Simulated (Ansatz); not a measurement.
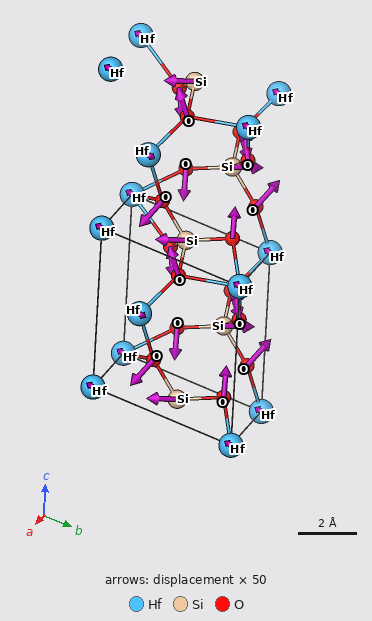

A relaxation of solid HfSiO$_{4}$ (set up in I4_1/amd). The starting structure is drawn; purple arrows show the displacements (the part carried along by the change of the cell is left out), 50 times their true length.

A ball-and-stick model of the cell of the calculation, repeated 1 × 1 × 2 with one cell outlined, seen slightly off an axis.

These are results of DFT PBE, scalar-relativistic, plane waves, PAW in Ansatz 0.2.0, not measurements. Settings: plane-wave cutoff 420 eV; k-point mesh 6 × 6 × 6; occupations gaussian; smearing width 0.05 eV; no spin polarisation.

What happened in the run?

Answer. The largest moves relative to the cell, 0.027 Å, are those of O atoms. Largest moves by element: O 0.027 Å, Si 0.023 Å, Hf 0.006 Å. The volume changes by +1.0 %, with a 5.579 → 5.519 Å (−1.1 %), b 5.579 → 5.435 Å (−2.6 %), c 5.579 → 5.804 Å (+4.0 %), α 106.9° → 108.8°, β 106.9° → 108.3°, γ 114.8° → 111.1°. Among the contacts that change: Hf–O 2.275 → 2.369 Å, Hf–O 2.139 → 2.086 Å, Hf–O 2.275 → 2.312 Å, O–Si 1.638 → 1.659 Å. Among the angles between lasting bonds that change: O–Si–O 116.2° → 120.2°, Hf–O–Hf 111.4° → 107.6°, Hf–O–Si 99.1° → 102.8°. The space group (tolerance 0.01 Å) goes from I4_1/amd (No. 141) to P-1 (No. 2).
